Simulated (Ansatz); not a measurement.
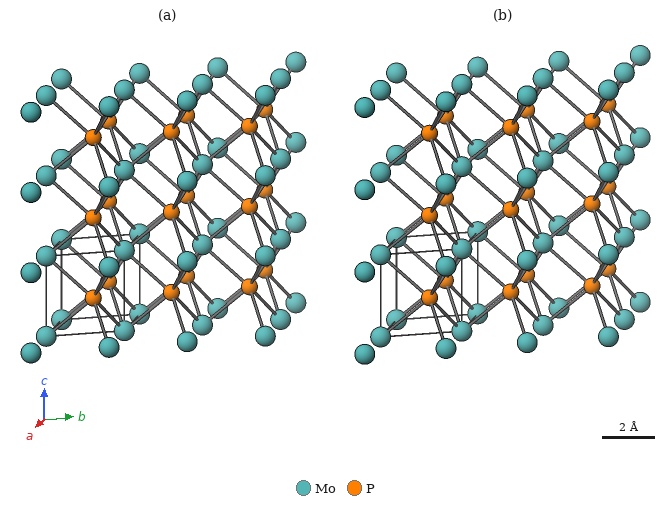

Left: a symmetric starting cell of MoP. Right: the same structure after one change, at the same scale. A ball-and-stick model of the cell of the calculation, repeated 2 × 3 × 3 with one cell outlined, seen slightly off an axis.

The calculation used DFT PBE, scalar-relativistic, plane waves, PAW (Ansatz). Set-up: plane-wave cutoff 420 eV; k-point mesh 15 × 15 × 14; occupations gaussian; smearing width 0.1 eV; no spin polarisation.

Question: Which change leads from the left to the right?

Answer: The cell is strained by +2.5 % along c and +4.0 % across it (volume +10.9 %), the atoms keeping their fractional coordinates. No relaxation follows. The starting cell wasn't computed here and needn't be at equilibrium, so pressure and forces aren't due to the change alone.

Question: What does the change do?

Answer: Some distances before and after: Mo–P 2.451 → 2.534 Å. The space group stays P-6m2 (No. 187). The pressure is −16.2 GPa (not all of it need come from the change, since the unchanged cell can be under pressure at this level too). The principal stresses (compression positive) are −17.5 GPa along c and −15.5 GPa across it. All forces vanish by symmetry.
